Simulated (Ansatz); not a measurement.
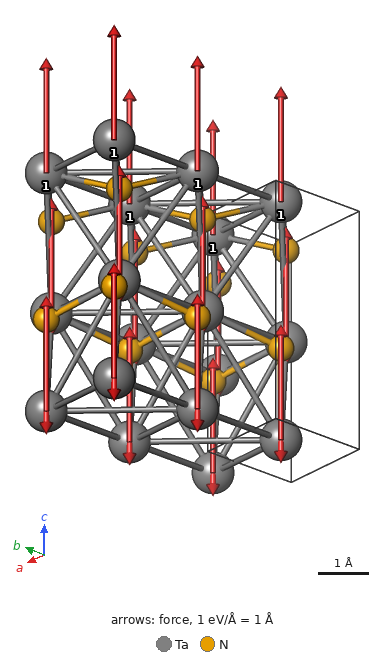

Starting geometry of crystalline TaN (set up in P6_3mc) with the computed forces as red arrows. A ball-and-stick model of the cell of the calculation, repeated 2 × 3 × 1 with one cell outlined, seen from a free direction.

Method: DFT, PBE, plane-wave PAW, default files, scalar-relativistic, frozen cores (Ansatz). Settings: plane-wave cutoff 420 eV; k-point mesh 10 × 10 × 6; occupations fermi dirac; smearing width 0.02 eV; collinear spin; potentials kind: paw, frozen_core: stored; atoms relaxed in a fixed cell; force threshold 0.02 eV/Å; at most 60 steps.

> What follows when this structure is relaxed?

It isn't relaxed: the largest force vector, on Ta atoms, is 2.40 eV/Å. The atoms end up moving mostly along the starting forces (cosine between the two patterns 1.00). After 4 accepted moves (5 points after the start) the energy has fallen by 0.250 eV per cell of the calculation. Largest force component: 2.4 eV/Å at the start, 0.011 eV/Å at the end. 1 step only repeated the SCF at the same geometry. The largest moves, 0.044 Å, are those of Ta and N atoms. Largest moves by element: N 0.044 Å, Ta 0.044 Å. The cell doesn't change. Near-neighbour distances that change, for instance: N–Ta 1.902 → 1.813 Å, N–Ta 1.850 → 1.879 Å. Among the angles between lasting bonds that change: Ta–N–Ta 107.9° → 110.5°, Ta–N–Ta 111.0° → 108.5°. The space group stays P6_3mc (No. 186). The program noted that the starting moments weren't kept. The run took 38 s on 1 thread of Intel(R) Xeon(R) Platinum 8488C (Sapphire Rapids) (shared host), peak memory 0.49 GiB.
